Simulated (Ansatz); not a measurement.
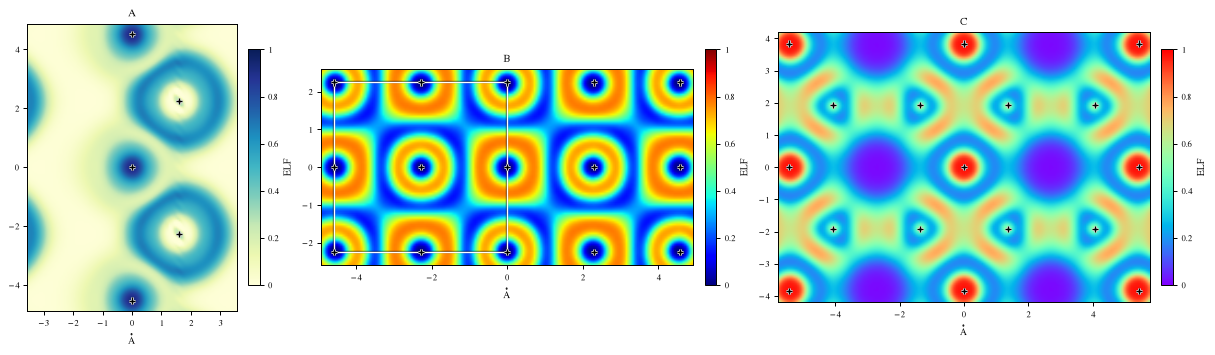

The electron localisation function of 3 systems, each on a plane through atoms (crosses mark nuclei in the plane).

Computed with DFT, PBE, plane-wave PAW, default files, scalar-relativistic, frozen cores (Ansatz).

System 1: CoSi2, the (110) plane of the conventional cell. Space group Fm-3m; computed pressure about −7 GPa in this cell; the program warned that a starting moment wasn't kept; spin-polarised, but the moments vanished.

```
Co Si
1.0
     5.43560    0.00000    0.00000
     0.00000    5.43560    0.00000
     0.00000    0.00000    5.43560
Co Si
4 8
Direct
  0.00000 0.00000 0.00000
  0.50000 0.50000 0.00000
  0.50000 0.00000 0.50000
  0.00000 0.50000 0.50000
  0.25000 0.25000 0.25000
  0.75000 0.75000 0.25000
  0.75000 0.25000 0.75000
  0.25000 0.75000 0.75000
  0.75000 0.25000 0.25000
  0.25000 0.75000 0.25000
  0.25000 0.25000 0.75000
  0.75000 0.75000 0.75000
```

System 2: CdTe, the (011) plane of the conventional cell. Space group F-43m; computed pressure about 4 GPa in this cell.

```yaml
crystal:
  lattice:
    - [6.40317, 0.00000, 0.00000]
    - [0.00000, 0.00000, -6.40317]
    - [0.00000, 6.40317, 0.00000]
  atoms:
    - { symbol: Cd, position: [0.50000, 0.50000, 0.00000] }
    - { symbol: Cd, position: [0.00000, 0.50000, 0.50000] }
    - { symbol: Cd, position: [0.00000, 0.00000, 0.00000] }
    - { symbol: Cd, position: [0.50000, 0.00000, 0.50000] }
    - { symbol: Te, position: [0.25000, 0.75000, 0.25000] }
    - { symbol: Te, position: [0.75000, 0.75000, 0.75000] }
    - { symbol: Te, position: [0.75000, 0.25000, 0.25000] }
    - { symbol: Te, position: [0.25000, 0.25000, 0.75000] }
```

System 3: TaC, the (11̄0) plane of the conventional cell. Space group I4/mmm; computed pressure about −9 GPa in this cell; the program warned that a starting moment wasn't kept; spin-polarised, but the moments vanished.

```
CELL_PARAMETERS angstrom
2.24500 -2.24500 0.00000
2.24500 2.24500 0.00000
0.00000 0.00000 4.57980
ATOMIC_POSITIONS crystal
Ta 0.00000 0.00000 0.00000
Ta 0.50000 0.50000 0.50000
C 0.50000 0.50000 0.00000
C 0.00000 0.00000 0.50000
```

Match each panel to its system.

Panel A is system 2, CdTe: the plane holds Cd and Te. Cd–Te (2.77 Å): the ELF is about 0.50 at the midpoint and 0.15 at its lowest between the atoms. Panel B is system 3, TaC: the plane holds Ta and C. Ta–C (2.25 Å): the ELF peaks at about 0.80 in the valence shell of C, 0.7 Å from its nucleus, and is about 0.25 at the midpoint. Panel C is system 1, CoSi2: the plane holds Co and Si. Co–Si (2.35 Å): the ELF peaks at about 0.75 in the valence shell of Si, 0.9 Å from its nucleus, and is about 0.50 at the midpoint.
